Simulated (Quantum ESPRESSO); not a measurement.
# Energy of NaCl along an even scaling of the cell

System: NaCl (Fm-3m, 2 atoms in the cell).
Method: Kohn-Sham DFT of a periodic cell, rev-vdW-DF2, PseudoDojo 0.4.1 SR PBE standard, no spin polarisation (Quantum ESPRESSO 7.5).

The 7 runs differ only in the geometry, by an even scaling of the cell at fixed fractional positions. The structure derives from a Materials Project entry.

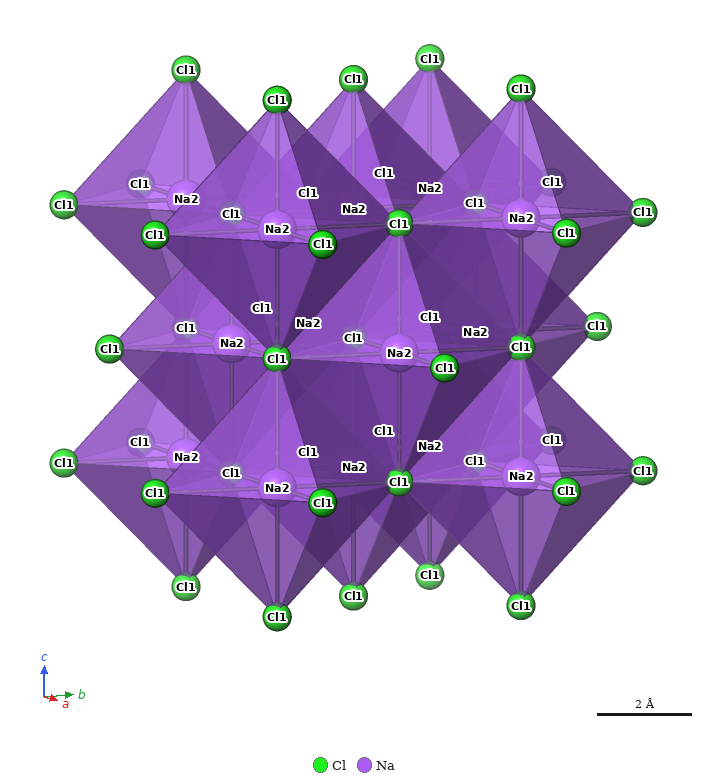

Figure 1. The structure of run 4 (polyhedral view of the cell 4 times as large as that of the calculation, set on its symmetry axes, seen slightly off an axis; polyhedra are completed across the faces of the cell; atoms are numbered from 1 in the order of the input).

### Input of run 4
```
&CONTROL
  calculation = 'scf'
  prefix = 'pwscf'
  outdir = './tmp'
  pseudo_dir = './pseudo'
  tprnfor = .true.
  tstress = .true.
  disk_io = 'nowf'
/
&SYSTEM
  ibrav = 0
  nat = 2
  ntyp = 2
  ecutwfc = 88
  nbnd = 14
  input_dft = 'vdw-df2-b86r'
  occupations = 'smearing'
  smearing = 'fd'
  degauss = 0.00367493
/
&ELECTRONS
  conv_thr = 4d-10
  electron_maxstep = 120
  mixing_beta = 0.5
/
ATOMIC_SPECIES
Cl    35.4500 Cl.upf
Na    22.9898 Na.upf
CELL_PARAMETERS angstrom
   0.0000000000    2.7940632177    2.7940632177
   2.7940632177    0.0000000000    2.7940632177
   2.7940632177    2.7940632177    0.0000000000
ATOMIC_POSITIONS crystal
Cl     0.5000000000    0.5000000000    0.5000000000
Na     0.0000000000    0.0000000000    0.0000000000
K_POINTS automatic
8 8 8 0 0 0
```

Command:
```bash
OMP_NUM_THREADS=1 pw.x -in pw.in > pw.out
```

Run 2 differs from it as follows:
```diff
-   0.0000000000    2.7940632177    2.7940632177
-   2.7940632177    0.0000000000    2.7940632177
-   2.7940632177    2.7940632177    0.0000000000
+   0.0000000000    2.7563009776    2.7563009776
+   2.7563009776    0.0000000000    2.7563009776
+   2.7563009776    2.7563009776    0.0000000000
```

### Results, with one run withheld

```csv
run,volume per atom (Å³),"free energy per atom, from the lowest run given (meV)",pressure (GPa),gap on the mesh (eV)
1,20.504,14.02,2.67,5.38
2,20.940,?,?,?
3,21.376,3.49,1.23,5.20
4,21.813,0.96,0.63,5.11
5,22.249,0.00,0.08,5.04
6,22.685,0.44,−0.41,4.96
7,23.121,2.14,−0.84,4.89
```

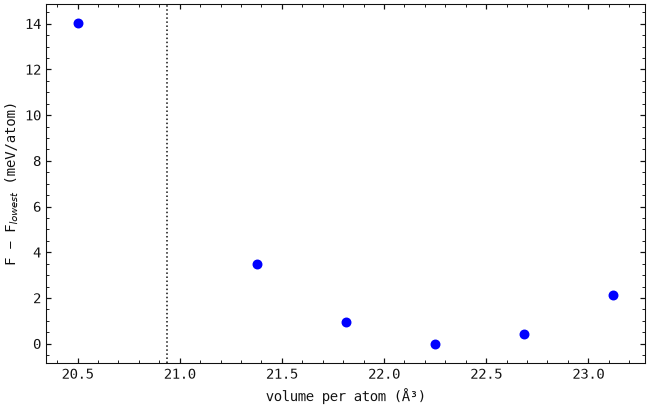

Figure 2. Free energy per atom of the runs given; the dotted line marks run 2.

Estimate the energy of run 2 from the others.

A cubic polynomial in V^(−2/3) (the Birch–Murnaghan form), fitted to the 6 runs given, misses them by under 0.01 meV per atom. With x = V^(−2/3) − 0.12764 Å⁻², it reads F = 0.55692 + 769.94 x + 2.5791e+05 x² + 7.0803e+05 x³ (meV per atom). At run 2 it gives 7.77 meV per atom, and the run itself gives 7.78. The slope of the fit gives a pressure −dF/dV of 1.92 GPa there, and the run prints 1.91 GPa. The fit has its minimum at 22.322 Å³ per atom, where V d²F/dV² gives 25.9 GPa: the bulk modulus at this level, since symmetry fixes the shape and the positions. The gap on the mesh goes, without turning, from 5.38 eV in run 1 to 4.89 eV in run 7; run 2 has 5.29 eV. These are gaps of this functional on this mesh, which can miss the band edges; they aren't the measured gap.

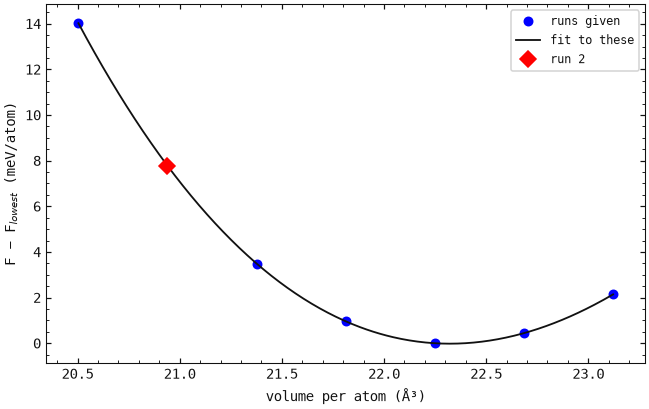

Figure 3. The fit and the withheld run.

### Some lines of the output (run 2)
```
[...]
     unit-cell volume          =     282.6224 (a.u.)^3
     number of k points=    29  Fermi-Dirac smearing, width (Ry)=  0.0037
     total energy              =    -124.51648493 Ry
     total energy              =    -124.52484721 Ry
     total energy              =    -124.52503282 Ry
     total energy              =    -124.52506133 Ry
     total energy              =    -124.52506303 Ry
     total energy              =    -124.52506313 Ry
     the Fermi energy is     3.9298 ev
!    total energy              =    -124.52506313 Ry
     The total energy is F=E-TS. E is the sum of the following terms:
     Computing stress (Cartesian axis) and pressure
          total   stress  (Ry/bohr**3)                   (kbar)     P=       19.14
```

Notes: The record of the run, not the program, notes: potentials made for another functional. Points of doubt noted for this run: potentials made for another functional.
